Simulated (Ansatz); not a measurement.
Input of the run:

```
crystal:
  lattice:
    - [0.0, 2.909, 2.909]
    - [2.909, 0.0, 2.909]
    - [2.909, 2.909, 0.0]
  atoms:
    - { symbol: Cd, position: [0, 0, 0] }
    - { symbol: S, position: [0.25, 0.25, 0.25] }
kpoints:
  mp_grid: { grid: [6, 6, 6], shift: [0, 0, 0] }
hamiltonian:
  xc: pbe
  pseudopotentials:
    kind: paw
    azcp:
      Cd: "pseudopotentials/Cd.paw.azcp"
      S: "pseudopotentials/S.paw.azcp"
scf:
  occupations: { method: fixed }
  convergence: { dr2_threshold: "1e-9 eV" }
  lower_state_search: "off"
output:
  forces: false
  stress: false
gw:
  n_empty_bands: 483
  ecut_chi: 180.0
  qp_bands: [v1, c1]
  qp_kpoints: [[0, 0, 0], [0, 0.5, 0.5], [0, 0, 0.5]]
  ecutfock_ratio: 2
basis:
  ecutwfc: 700
```

What do the quasiparticle corrections do to the gap?

The gap on the mesh goes from 1.16 eV in PBE to 2.02 eV, an opening of 0.86 eV. The valence top moves by −0.83 eV and the conduction bottom by +0.03 eV.

These values hold for 483 empty bands and a screening cutoff of 180 eV on this mesh, not for the basis limit.

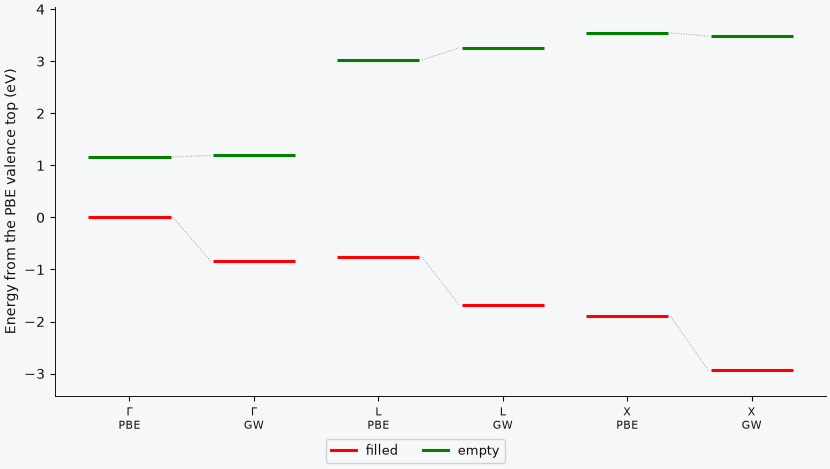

Kohn-Sham (PBE) and quasiparticle levels side by side at points of the k mesh; filled and empty levels have different colours.

Source: calculation with Ansatz.
